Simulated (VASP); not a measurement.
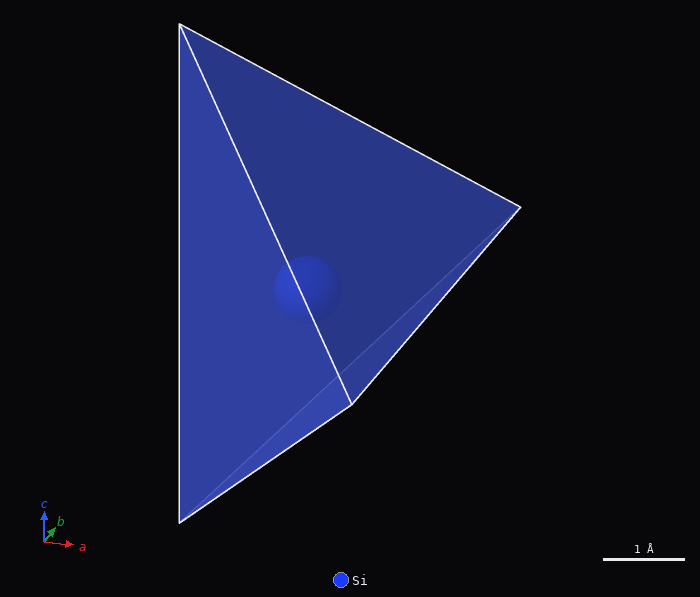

Voronoi cell (the region closer to this atom than to any other), computed from the atomic positions without radii. Central atom: Si (12d) in Si; faces take the colour of the neighbour behind them. Source: a cell listed in the Materials Project, as set up for an electronic-structure calculation.

Si, space group Im-3m (No. 229), a = 6.672 Å, b = 6.672 Å, c = 6.672 Å, α = 90.00°, β = 90.00°, γ = 90.00°

| site | Wyckoff | x | y | z |
| --- | --- | --- | --- | --- |
| Si | 12d | 0.2500 | 0.0000 | 0.5000 |

Question: Give the Voronoi index ⟨n3,n4,n5,n6,…⟩ (numbers of faces with 3, 4, 5, 6 … edges).

Answer: 4 faces, index ⟨4,0,0,0⟩.

Question: Tabulate the neighbours by distance and solid angle.

Answer:
```csv
neighbour,faces,distance (Å),solid angle (% of sphere)
Si,4,2.36,100.0
```
